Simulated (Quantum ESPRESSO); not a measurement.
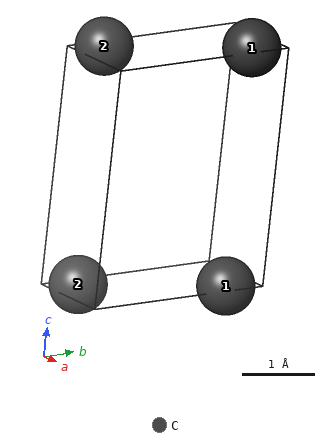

Fig. 1: The input geometry (ball-and-stick view of the reduced cell, seen slightly off an axis; atoms are numbered from 1 in the order of the input). An atom can appear more than once, as a periodic image. Near neighbours in the periodic cell (some may lie outside the picture): C has 3 C at 1.42 Å.

## C: band-structure run

- system: C (C2/m, 2 atoms in the cell)
- method: Kohn-Sham DFT of a periodic cell, LDA, GBRV 1.5 LDA, no spin polarisation (Quantum ESPRESSO 7.5)

The structure derives from a Materials Project entry.

Input:
```
&CONTROL
  calculation = 'scf'
  prefix = 'pwscf'
  outdir = './tmp'
  pseudo_dir = './pseudo'
  tprnfor = .true.
  tstress = .true.
  disk_io = 'low'
/
&SYSTEM
  ibrav = 0
  celldm(1) = 8
  nat = 2
  ntyp = 1
  ecutwfc = 45
  ecutrho = 360
  nbnd = 9
  occupations = 'smearing'
  smearing = 'fd'
  degauss = 0.00367493
/
&ELECTRONS
  conv_thr = 4d-10
  electron_maxstep = 120
  mixing_beta = 0.5
/
ATOMIC_SPECIES
C     12.0110 c_lda_v1.2.uspp.F.UPF
CELL_PARAMETERS alat
  0.5025065949953  -0.2901396769109   0.0000000000000
  0.5025065949953   0.2901396769109   0.0000000000000
 -0.3257579886487   0.0000000000000   0.8274236887069
ATOMIC_POSITIONS crystal
C      0.1666444700    0.1666444700    0.9999069600
C      0.8333555300    0.8333555300    0.0000930400
K_POINTS automatic
13 13 8 0 0 0
```

File bands.in:
```
&CONTROL
  calculation = 'bands'
  prefix = 'pwscf'
  outdir = './tmp'
  pseudo_dir = './pseudo'
  disk_io = 'low'
  verbosity = 'high'
/
&SYSTEM
  ibrav = 0
  celldm(1) = 8
  nat = 2
  ntyp = 1
  ecutwfc = 45
  ecutrho = 360
  nbnd = 9
  occupations = 'smearing'
  smearing = 'fd'
  degauss = 0.00367493
/
&ELECTRONS
  conv_thr = 1d-08
  electron_maxstep = 120
  mixing_beta = 0.5
  diago_full_acc = .true.
  startingwfc = 'random'
/
ATOMIC_SPECIES
C     12.0110 c_lda_v1.2.uspp.F.UPF
CELL_PARAMETERS alat
  0.5025065949953  -0.2901396769109   0.0000000000000
  0.5025065949953   0.2901396769109   0.0000000000000
 -0.3257579886487   0.0000000000000   0.8274236887069
ATOMIC_POSITIONS crystal
C      0.1666444700    0.1666444700    0.9999069600
C      0.8333555300    0.8333555300    0.0000930400
K_POINTS crystal
60
 0.0000000000  0.0000000000  0.0000000000 1
 0.0714285714  0.0714285714 -0.1428571429 1
 0.1428571429  0.1428571429 -0.2857142857 1
 0.2142857143  0.2142857143 -0.4285714286 1
 0.2857142857  0.2857142857 -0.5714285714 1
 0.3571428571  0.3571428571 -0.7142857143 1
 0.4285714286  0.4285714286 -0.8571428571 1
 0.5000000000  0.5000000000 -1.0000000000 1
 0.4123194886  0.4123194886 -1.1190266490 1
 0.4298555908  0.4298555908 -0.9952213192 1
 0.4473916931  0.4473916931 -0.8714159894 1
 0.4649277954  0.4649277954 -0.7476106596 1
 0.4824638977  0.4824638977 -0.6238053298 1
 0.5000000000  0.5000000000 -0.5000000000 1
 0.5483983250  0.4516016750 -0.5000000000 1
 0.5967966499  0.4032033501 -0.5000000000 1
 0.6451949749  0.3548050251 -0.5000000000 1
 0.6935932999  0.3064067001 -0.5000000000 1
 0.3064067001 -0.3064067001  0.5000000000 1
 0.2553389168 -0.2553389168  0.5000000000 1
 0.2042711334 -0.2042711334  0.5000000000 1
 0.1532033501 -0.1532033501  0.5000000000 1
 0.1021355667 -0.1021355667  0.5000000000 1
 0.0510677834 -0.0510677834  0.5000000000 1
 0.0000000000  0.0000000000  0.5000000000 1
 0.0839543588  0.0839543588  0.4455752356 1
 0.1679087176  0.1679087176  0.3911504712 1
 0.2518630763  0.2518630763  0.3367257067 1
 0.3358174351  0.3358174351  0.2823009423 1
 0.4197717939  0.4197717939  0.2278761779 1
 0.5037261527  0.5037261527  0.1734514135 1
 0.5876805114  0.5876805114  0.1190266490 1
 0.5000000000  0.5000000000 -1.0000000000 1
 0.5552448768  0.4447551232 -1.0000000000 1
 0.6104897536  0.3895102464 -1.0000000000 1
 0.3895102464 -0.3895102464  0.0000000000 1
 0.3462313301 -0.3462313301  0.0000000000 1
 0.3029524138 -0.3029524138  0.0000000000 1
 0.2596734976 -0.2596734976  0.0000000000 1
 0.2163945813 -0.2163945813  0.0000000000 1
 0.1731156650 -0.1731156650  0.0000000000 1
 0.1298367488 -0.1298367488  0.0000000000 1
 0.0865578325 -0.0865578325  0.0000000000 1
 0.0432789163 -0.0432789163  0.0000000000 1
 0.0000000000  0.0000000000  0.0000000000 1
 0.0714285714  0.0000000000 -0.0714285714 1
 0.1428571429  0.0000000000 -0.1428571429 1
 0.2142857143  0.0000000000 -0.2142857143 1
 0.2857142857  0.0000000000 -0.2857142857 1
 0.3571428571  0.0000000000 -0.3571428571 1
 0.4285714286  0.0000000000 -0.4285714286 1
 0.5000000000  0.0000000000 -0.5000000000 1
 0.5000000000  0.0000000000  0.0000000000 1
 0.4285714286  0.0000000000  0.0000000000 1
 0.3571428571  0.0000000000  0.0000000000 1
 0.2857142857  0.0000000000  0.0000000000 1
 0.2142857143  0.0000000000  0.0000000000 1
 0.1428571429  0.0000000000  0.0000000000 1
 0.0714285714  0.0000000000  0.0000000000 1
 0.0000000000  0.0000000000  0.0000000000 1
```

Run as:
```bash
OMP_NUM_THREADS=1 mpirun -n 2 pw.x -nk 2 -in pw.in > pw.out
OMP_NUM_THREADS=1 mpirun -n 2 pw.x -nk 2 -in bands.in > bands.out
```

What the program printed:
```
This program is part of the open-source Quantum ESPRESSO suite
     for quantum simulation of materials; please cite
         "P. Giannozzi et al., J. Phys.:Condens. Matter 21 395502 (2009);
         "P. Giannozzi et al., J. Phys.:Condens. Matter 29 465901 (2017);
         "P. Giannozzi et al., J. Chem. Phys. 152 154105 (2020);
          URL
     in publications or presentations arising from this work. More details at

     Message from routine setup:
     using ibrav=0 with symmetry is DISCOURAGED, use correct ibrav instead

     K-points division:     npool     =       2
     Subspace diagonalization in iterative solution of the eigenvalue problem:
     a serial algorithm will be used

     G-vector sticks info
     --------------------
     sticks:   dense  smooth     PW     G-vecs:    dense   smooth      PW
     Sum         535     265     91                14233     5007    1051

     Using Slab Decomposition

     bravais-lattice index     =            0
     lattice parameter (alat)  =       8.0000  a.u.
     unit-cell volume          =     123.5312 (a.u.)^3
     number of atoms/cell      =            2
     number of atomic types    =            1
     number of electrons       =         8.00
     number of Kohn-Sham states=            9
     kinetic-energy cutoff     =      45.0000  Ry
     charge density cutoff     =     360.0000  Ry
     scf convergence threshold =      4.0E-10
     mixing beta               =       0.5000
     number of iterations used =            8  plain     mixing
     Exchange-correlation= SLA  PZ   NOGX NOGC
                           (   1   1   0   0   0   0   0)

     celldm(1)=   8.000000  celldm(2)=   0.000000  celldm(3)=   0.000000
     celldm(4)=   0.000000  celldm(5)=   0.000000  celldm(6)=   0.000000

     crystal axes: (cart. coord. in units of alat)
               a(1) = (   0.502507  -0.290140   0.000000 )
               a(2) = (   0.502507   0.290140   0.000000 )
               a(3) = (  -0.325758   0.000000   0.827424 )

     reciprocal axes: (cart. coord. in units 2 pi/alat)
               b(1) = (  0.995012 -1.723308  0.391738 )
               b(2) = (  0.995012  1.723308  0.391738 )
               b(3) = ( -0.000000  0.000000  1.208571 )

     PseudoPot. # 1 for C  read from file:
     c_lda_v1.2.uspp.F.UPF
     Pseudo is Ultrasoft + core correction, Zval =  4.0
     Generated by new atomic code, or converted to UPF format
     Using radial grid of  721 points,  4 beta functions with:
                l(1) =   0
                l(2) =   0
                l(3) =   1
                l(4) =   1
     Q(r) pseudized with  8 coefficients,  rinner =    1.100   1.100   1.100

     atomic species   valence    mass     pseudopotential
     C                 4.00    12.01100     C ( 1.00)

      4 Sym. Ops., with inversion, found

   Cartesian axes

     site n.     atom                  positions (alat units)
         1        C      tau(   1) = (  -0.1582478  -0.0000000   0.8273467  )
         2        C      tau(   2) = (   0.8375030   0.0000000   0.0000770  )

     number of k points=   371  Fermi-Dirac smearing, width (Ry)=  0.0037

     Number of k-points >= 100: set verbosity='high' to print them.

     Dense  grid:    14233 G-vectors     FFT dimensions: (  30,  30,  45)

     Smooth grid:     5007 G-vectors     FFT dimensions: (  20,  20,  32)

     Initial potential from superposition of free atoms

     starting charge       7.9999, renormalised to       8.0000
     Starting wfcs are    8 randomized atomic wfcs +    1 random wfcs

     Self-consistent Calculation

     iteration #  1     ecut=    45.00 Ry     beta= 0.50
     Davidson diagonalization with overlap
     ethr =  1.00E-02,  avg # of iterations =  4.5

     total energy              =     -23.04545235 Ry
     estimated scf accuracy    <       0.20846316 Ry

     iteration #  2     ecut=    45.00 Ry     beta= 0.50
     Davidson diagonalization with overlap
     ethr =  2.61E-03,  avg # of iterations =  1.6

     total energy              =     -23.05337383 Ry
     estimated scf accuracy    <       0.01719231 Ry

     iteration #  3     ecut=    45.00 Ry     beta= 0.50
     Davidson diagonalization with overlap
     ethr =  2.15E-04,  avg # of iterations =  3.0

     total energy              =     -23.05591792 Ry
     estimated scf accuracy    <       0.00048541 Ry

     iteration #  4     ecut=    45.00 Ry     beta= 0.50
     Davidson diagonalization with overlap
     ethr =  6.07E-06,  avg # of iterations =  3.2

     total energy              =     -23.05594872 Ry
     estimated scf accuracy    <       0.00002419 Ry

     iteration #  5     ecut=    45.00 Ry     beta= 0.50
     Davidson diagonalization with overlap
     ethr =  3.02E-07,  avg # of iterations =  2.1

     total energy              =     -23.05595462 Ry
     estimated scf accuracy    <       0.00000053 Ry

     iteration #  6     ecut=    45.00 Ry     beta= 0.50
     Davidson diagonalization with overlap
     ethr =  6.59E-09,  avg # of iterations =  2.0

     total energy              =     -23.05595474 Ry
     estimated scf accuracy    <       0.00000003 Ry

     iteration #  7     ecut=    45.00 Ry     beta= 0.50
     Davidson diagonalization with overlap
     ethr =  3.96E-10,  avg # of iterations =  2.0

     End of self-consistent calculation

     Number of k-points >= 100: set verbosity='high' to print the bands.

     the Fermi energy is     6.3826 ev

!    total energy              =     -23.05595474 Ry
     estimated scf accuracy    <          1.9E-10 Ry
     smearing contrib. (-TS)   =      -0.00000011 Ry
     internal energy E=F+TS    =     -23.05595464 Ry

     The total energy is F=E-TS. E is the sum of the following terms:
     one-electron contribution =      -7.37648825 Ry
     hartree contribution      =       7.45837803 Ry
     xc contribution           =      -7.23312808 Ry
     ewald contribution        =     -15.90471635 Ry

     convergence has been achieved in   7 iterations

     Forces acting on atoms (cartesian axes, Ry/au):

     atom    1 type  1   force =    -0.00009283    0.00000000    0.00010621
     atom    2 type  1   force =     0.00009283   -0.00000000   -0.00010621

     Total force =     0.000199     Total SCF correction =     0.000001

     Computing stress (Cartesian axis) and pressure

          total   stress  (Ry/bohr**3)                   (kbar)     P=      -44.73
  -0.00041455  -0.00000000  -0.00000213          -60.98       -0.00       -0.31
  -0.00000000  -0.00041947  -0.00000000           -0.00      -61.71       -0.00
  -0.00000213  -0.00000000  -0.00007814           -0.31       -0.00      -11.49

=------------------------------------------------------------------------------=
   JOB DONE.
=------------------------------------------------------------------------------=
```

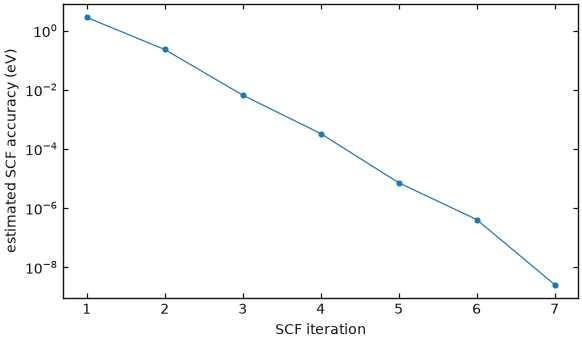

Fig. 2: Convergence of the self-consistent field: estimated SCF accuracy against the iteration. The field takes 7 iterations in all.

Summary:

```csv
quantity,value
outcome,converged
space group (tolerance 0.01 Å),C2/m (12)
electrons treated,8
free energy,−313.6922 eV
Fermi energy,6.383 eV
gap on the k-point mesh,0.90 eV
gap on the band path,0.69 eV
pressure,−4.47 GPa
largest force (length of the vector),0.004 eV/Å
hardware,"2 threads of Intel Xeon (Granite Rapids), 192 GiB of memory available, shared host"
wall time,7.3 s (CPU time 14 s)
peak memory,0.16 GiB
```
